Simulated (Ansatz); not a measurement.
Input file:

```
crystal:
  lattice:
    - [2.3663329078, 0.0, 0.0]
    - [0.0, 2.3663329078, 0.0]
    - [0.0, 0.0, 2.3664988031]
  atoms:
    - { symbol: P, position: [0.0, 0.0, 0.0] }
basis:
  ecutwfc: 420
kpoints:
  mp_grid: { grid: [18, 18, 18] }
hamiltonian:
  xc: pbesol
  dispersion: d3bj
scf:
  occupations: { method: gaussian, width: 0.1 }
output:
  forces: true
  stress: true
  eigenvalues: true
  write_density: true
  write_potential: true
  elf: true
  volumetric_format: npy
relax:
  adjacent_minimum: "off"
  f_tol: 0.01
  max_steps: 30
  cell: { stress_tol: 0.1, fix: [volume] }
```

Run with:

```sh
ansatz run input.yaml --threads 1 --pin off --max-ram 2560MiB --backend cpu --events-out ev --progress --plain --runs-dir out
```

Below, planes, directions and counts refer to the conventional cell (a = 2.37 Å, b = 2.37 Å, c = 2.37 Å, α = 90.00°, β = 90.00°, γ = 90.00°).

The fields are those of the run's last geometry, not of the input's.

Space group Pm-3m; changed on purpose from its base cell (volume × 0.97, shape and atoms relaxed); computed pressure about 5 GPa in this cell; computed without spin polarisation.

The calculation used DFT PBEsol+D3(BJ), scalar-relativistic, plane waves, PAW in Ansatz 0.2.0.

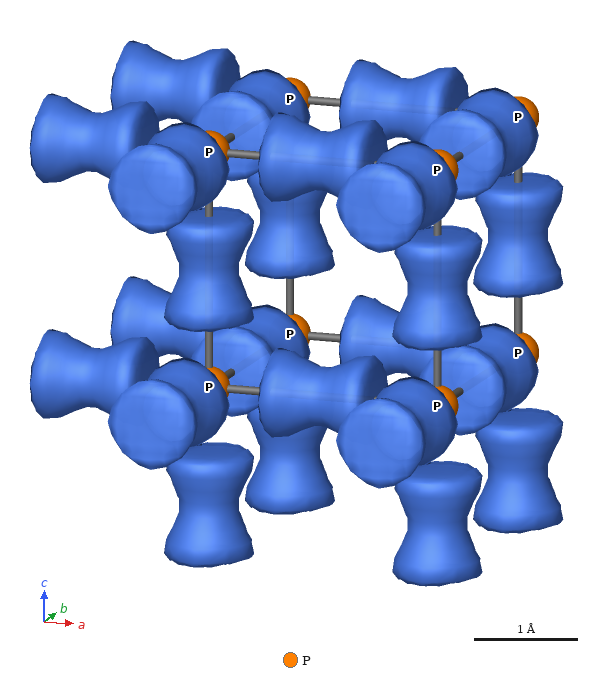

P. Isosurface of the electron localisation function at 0.75 (blue), seen slightly off an axis. Core shells and regions of very low density are left out. Sticks mark near contacts.

Q: Describe the localisation domains.

A: At this value the surface marks out three regions between bonded P–P atoms, counted in one cell of 1 atoms. Any copies at cell faces, edges or corners count once. Along the contacts the grid gives the following. P–P (2.37 Å): the ELF peaks at about 0.85 between the atoms.
